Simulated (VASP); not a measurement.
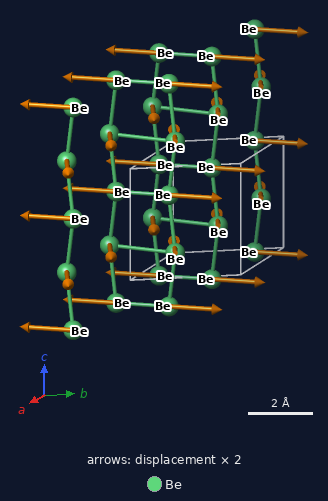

This is a relaxation of solid Be (a generated structure, set up in Cccm). The starting structure is drawn; orange arrows show the displacements (the part carried along by the change of the cell is left out), 2 times their true length.

The picture is a ball-and-stick view of the cell of the calculation, repeated 3 × 1 × 2 with one cell outlined, seen slightly off an axis.

The run lets cell and atoms move.

The calculation used Kohn-Sham DFT of a periodic cell, PBE, VASP PAW PBE potentials, recommended in VASP 6.6.1.

Input
```
PREC = Accurate
ENCUT = 600
EDIFF = 1E-6
ISMEAR = 0
SIGMA = 0.1
LREAL = False
LASPH = True
NELM = 100
ALGO = Fast
ISIF = 3
LWAVE = False
LCHARG = False
GGA = PE
IBRION = 2
NSW = 90
EDIFFG = -0.04
```

Command:
```bash
cat potpaw_PBE.64/Be/POTCAR > POTCAR
mpirun -np 1 vasp_std > vasp.out
```

> What did the optimiser do to the structure, and how much energy did it gain?

Over 42 geometry steps the energy falls by 922 meV per atom. The largest force component goes from 2.6 to 0.0096 eV/Å. Pressure: 23.10 GPa at the start and 0.09 GPa at the end. The largest moves relative to the cell, 0.87 Å, are those of Be atoms. The volume changes by −8.4 %, with a = b 3.557 → 4.416 Å (+24.2 %), c 3.662 → 3.569 Å (−2.6 %), γ 122.9° → 149.2°. Among the contacts that change: Be–Be 4.265 → 2.133 Å, Be–Be 4.148 → 2.136 Å, Be–Be 1.728 → 3.411 Å, Be–Be 3.401 → 2.346 Å. New bonds form, among them: Be–Be (4.15 → 2.14 Å), Be–Be (4.27 → 2.13 Å). Bonds break, among them: Be–Be (1.73 → 3.41 Å). Among the angles between lasting bonds that change: Be–Be–Be 160.1° → 113.4°, Be–Be–Be 88.5° → 72.4°. The space group (tolerance 0.01 Å) goes from Cccm (No. 66) to Fmmm (No. 69). It ran on 1 thread of Intel(R) Xeon(R) Platinum 8488C (Sapphire Rapids) (shared host).
